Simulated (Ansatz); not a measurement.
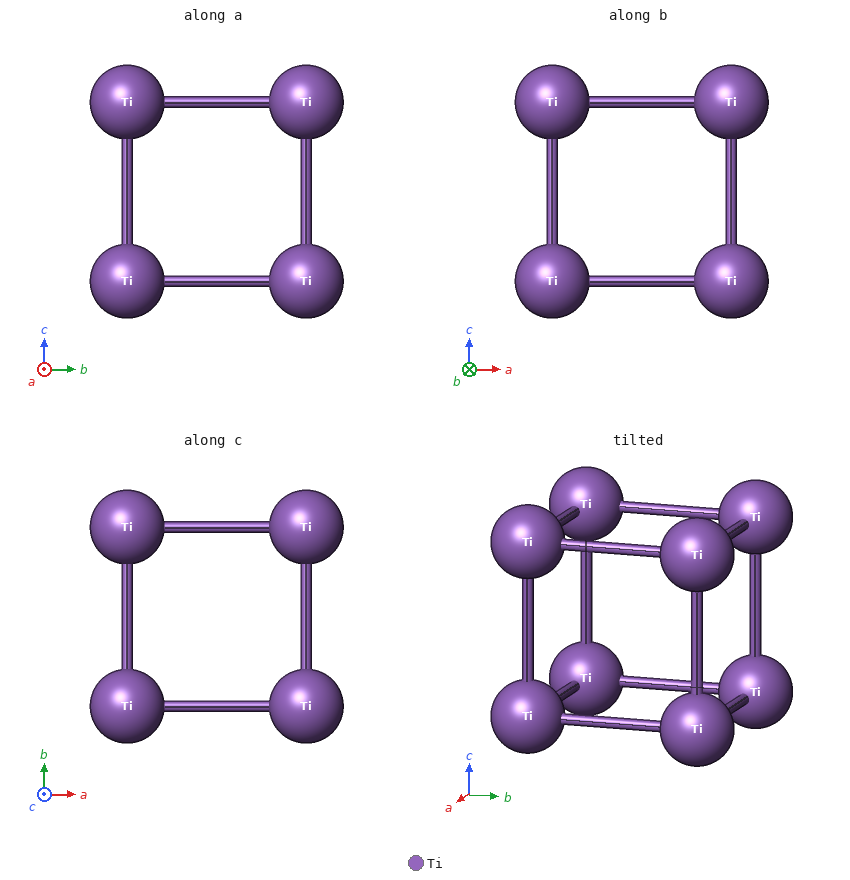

Crystal structure, ball-and-stick style, seen along the a axis, along the b axis, along the c axis and slightly off an axis. The wireframe shows the conventional unit cell.

Lattice parameters: a = 2.5777 Å, b = 2.5777 Å, c = 2.5777 Å, α = 90.000°, β = 90.000°, γ = 90.000°.

Question: Express the structure as a CIF in P1 with every atom of the cell.

Answer:
```cif
data_structure
_symmetry_space_group_name_H-M 'P 1'
_symmetry_Int_Tables_number 1
_cell_length_a 2.5777
_cell_length_b 2.5777
_cell_length_c 2.5777
_cell_angle_alpha 90.000
_cell_angle_beta 90.000
_cell_angle_gamma 90.000
_cell_volume 17.13
loop_
_atom_site_label
_atom_site_type_symbol
_atom_site_fract_x
_atom_site_fract_y
_atom_site_fract_z
_atom_site_occupancy
Ti1 Ti 0.0000 0.0000 0.0000 1
```

Starting structure: a structure type filled with this element by a generator (whether the element takes this form wasn't checked). Earlier steps of the study may have refined or changed the cell and positions. It went into a calculation with Ansatz.

At this level of theory the cell isn't at rest (compressed, at 11 GPa), so its distances can differ from those at equilibrium, the more so the softer the solid.
